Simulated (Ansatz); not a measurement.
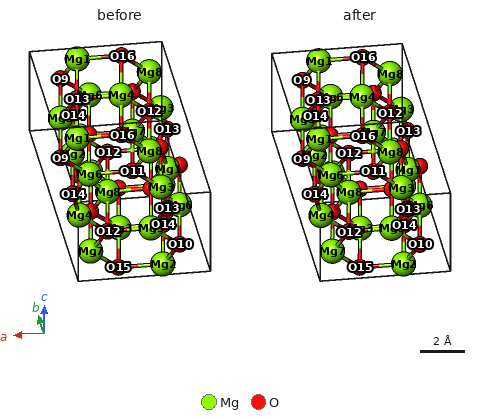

The structure of crystalline MgO (built on the database structure type) before (left) and after (right) a relaxation, at one scale.

A ball-and-stick model of the conventional cell (2 times the calculation's cell), seen from a free direction. Lengths and directions refer to the drawn axes.

These are results of DFT, r2SCAN, plane waves, PAW (Ansatz 0.2.0), not measurements.

Input
```yaml
crystal:
  lattice:
    - [-3.1069003637, 7.2552590795, 2.1043806195]
    - [3.1069003637, -7.2552590795, 2.1043806195]
    - [3.1069003637, 7.2552590795, -2.1043806195]
  atoms:
    - { symbol: Mg, position: [0.9291409132, 0.6651155148, 0.594256428] }
    - { symbol: Mg, position: [0.0708590868, 0.3348844852, 0.405743572] }
    - { symbol: Mg, position: [0.5708590868, 0.1651155148, 0.7359746016] }
    - { symbol: Mg, position: [0.4291409132, 0.8348844852, 0.2640253984] }
    - { symbol: Mg, position: [0.310188601, 0.3362828585, 0.6464714595] }
    - { symbol: Mg, position: [0.689811399, 0.6637171415, 0.3535285405] }
    - { symbol: Mg, position: [0.189811399, 0.8362828585, 0.0260942575] }
    - { symbol: Mg, position: [0.810188601, 0.1637171415, 0.9739057425] }
    - { symbol: O, position: [0.8100133008, 0.8358108343, 0.6458241351] }
    - { symbol: O, position: [0.1899866992, 0.1641891657, 0.3541758649] }
    - { symbol: O, position: [0.6899866992, 0.3358108343, 0.0257975335] }
    - { symbol: O, position: [0.3100133008, 0.6641891657, 0.9742024665] }
    - { symbol: O, position: [0.429174928, 0.1697012715, 0.5988761996] }
    - { symbol: O, position: [0.570825072, 0.8302987285, 0.4011238004] }
    - { symbol: O, position: [0.070825072, 0.6697012715, 0.7405263435] }
    - { symbol: O, position: [0.929174928, 0.3302987285, 0.2594736565] }
kpoints:
  mp_grid: { grid: [6, 6, 6] }
hamiltonian:
  xc: r2scan
scf:
  occupations: { method: fermi_dirac, width: 0.02 }
relax:
  f_tol: 0.005
  cell: {}
```

### Summarise the run.

The largest moves relative to the cell, 0.007 Å, are those of Mg1, Mg2, Mg3 and Mg4. Mg3 goes roughly along [3 −1 0]. Largest moves by element: Mg 0.007 Å, O 0.004 Å. The volume changes by −3.3 %, with a 6.214 → 6.123 Å (−1.5 %), b 14.511 → 14.403 Å (−0.7 %), c 4.209 → 4.159 Å (−1.2 %). Among the contacts that change: Mg1–O13 2.105 → 2.080 Å, Mg5–O10 2.046 → 2.022 Å, Mg5–O12 2.038 → 2.014 Å, Mg1–O9 2.028 → 2.007 Å. The space group stays Ibam (No. 72). Over 4 accepted moves (6 points after the start) the energy falls by 81.1 meV per cell of the calculation. Largest force component: 0.084 eV/Å at the start, 0.0026 eV/Å at the end. The pressure goes from −4.06 to 0.00 GPa. At 2 points the geometry stayed and the basis and grid were re-selected for the new cell (energy shift of 2.9 meV per cell of the calculation at most each time).
